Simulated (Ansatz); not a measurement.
Input

```
crystal:
  lattice:
    - [3.1346592662, 0.0, 0.0]
    - [-1.5673296331, 2.7146945567, 0.0]
    - [0.0, 0.0, 23.9375765437]
  atoms:
    - { symbol: S, position: [0.0, 0.0, 0.187988955] }
    - { symbol: Mo, position: [0.6666666667, 0.3333333333, 0.2552219154] }
    - { symbol: S, position: [0.3333333333, 0.6666666667, 0.3224548758] }
    - { symbol: S, position: [0.3333333333, 0.8333333333, 0.4828721174] }
    - { symbol: Mo, position: [1.0, 1.1666666667, 0.5501050778] }
    - { symbol: S, position: [0.6666666667, 1.5, 0.6173380382] }
basis:
  ecutwfc: 420
kpoints:
  mp_grid: { grid: [12, 12, 1] }
hamiltonian:
  xc: pbe
  pseudopotentials: { kind: paw, azcp: { folder: soft_1 } }
  dispersion: d3bj
scf:
  occupations: { method: gaussian, width: 0.1 }
output:
  forces: true
  eigenvalues: true
  write_density: true
  write_potential: true
  elf: true
  volumetric_format: npy
efield:
  axis: 3
  dipole_correction: true
  ramp_width: 0.04
```

Command:

```sh
ansatz run input.yaml --threads 2 --pin off --max-ram 6144MiB --backend cpu --events-out ev --progress --plain --runs-dir out
```

Computed without spin polarisation; PAW files of the earlier set (soft_1).

The calculation used DFT PBE+D3(BJ), scalar-relativistic, plane waves, PAW in Ansatz.

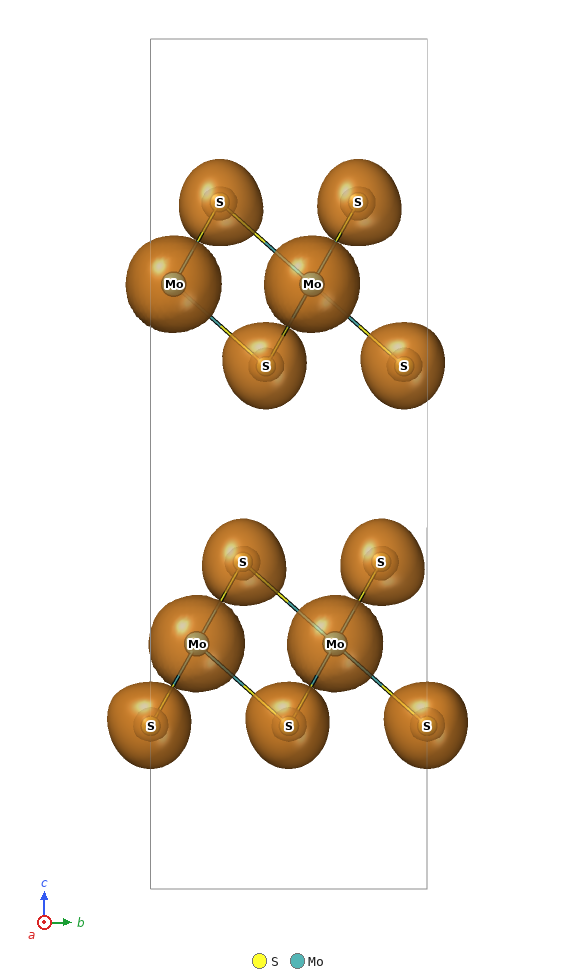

MoS2 (slab). Isosurface of the valence charge density (pseudo) at 0.8 e/Å³ (orange), seen along the a axis. Sticks mark near contacts.

The density is the valence pseudo-density of a PAW calculation; it isn't the true density close to the nuclei.

**Which contacts does the surface bridge?**

At this value the density breaks into separate islands; it holds about 55 % of the electrons treated as valence (semicore included). It bridges none of the near contacts. It is pinched off along the shortest Mo–S (2.42 Å) contacts. On the grid the lowest density along these lines, outside the cores, is 0.56 e/Å³ (Mo–S, 2.42 Å).

**Does the calculation make it a metal, or give it a gap?**

It is metallic or semimetallic at this level of theory: no gap opens.
